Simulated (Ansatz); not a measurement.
SnO

```xyz
4
Lattice="0.0000 0.0000 -4.2220 3.3550 0.0000 0.0000 0.0000 -5.6741 0.0000" Properties=species:S:1:pos:R:3 pbc="T T T"
Sn    0.0000   -4.3582   -2.0555
Sn    1.6775   -1.3159   -4.1665
O     0.0000   -0.6171   -0.8860
O     1.6775   -5.0570   -3.2220
```

Space group Pm; a structure from a database of computed crystals, not necessarily the ambient phase; changed on purpose from its base cell (one atom moved); not relaxed (largest force 2.0 eV/Å); computed pressure about 3 GPa in this cell.

All numbers below come from DFT PBE, scalar-relativistic, plane waves, PAW (Ansatz).

In a PAW calculation such maps are meaningful between the atoms, not at the nuclei.

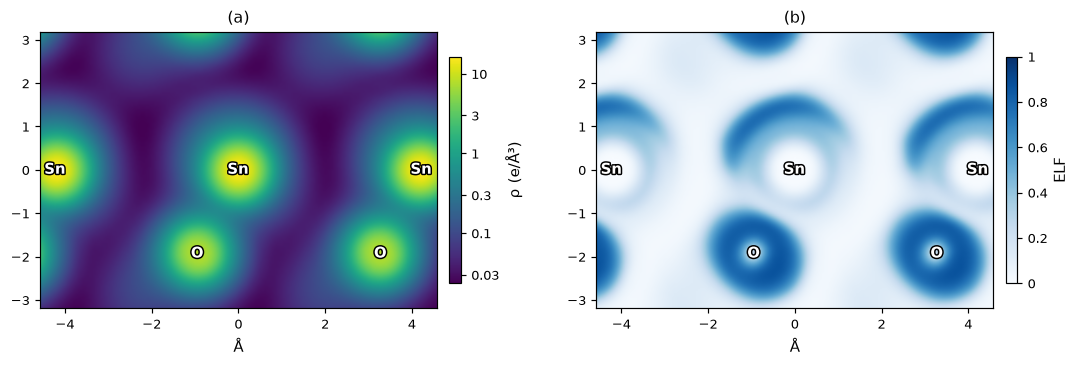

Figure 1. (a) valence charge density (pseudo); (b) ELF on the (010) plane of the conventional cell.

Question: What do the fields say about this system?

Answer: The plane passes through Sn and O nuclei.
Sn–O (2.15 Å): ρ at the midpoint is about 0.54 e/Å³; the ELF peaks at about 0.85 in the valence shell of O, 0.6 Å from its nucleus, and is about 0.20 at the midpoint (no localised pair shows between them).
Between the atoms the lowest density in this plane is 0.02 e/Å³.
The ELF also peaks beside O, away from the bonds: lone-pair regions.

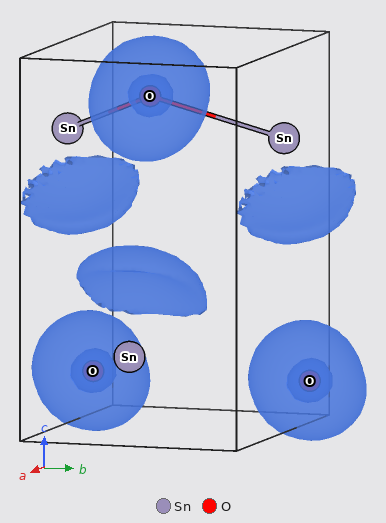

Figure 2. Isosurface of the ELF at 0.65 (blue), seen slightly off an axis. Only the valence region is drawn (cores and ρ < 0.01 e/Å³ removed). Sticks mark near contacts.

Question: Describe the localisation domains.

Answer: The ELF exceeds this value in two lobes on Sn, pointing away from the bonds (lone pairs) and two regions wrapped around O (the valence shell of each), counted in one cell of 4 atoms. Any copies at cell faces, edges or corners count once.


Sn–O (2.05 Å): the ELF peaks at about 0.80 in the valence shell of O, 0.6 Å from its nucleus, and is about 0.25 at the midpoint; no localised pair shows between them.

Question: Does the calculation give a band gap?

Answer: It is gapped, with a Kohn–Sham gap of 1.4 eV on the k-point mesh, an upper bound to the gap of this method.
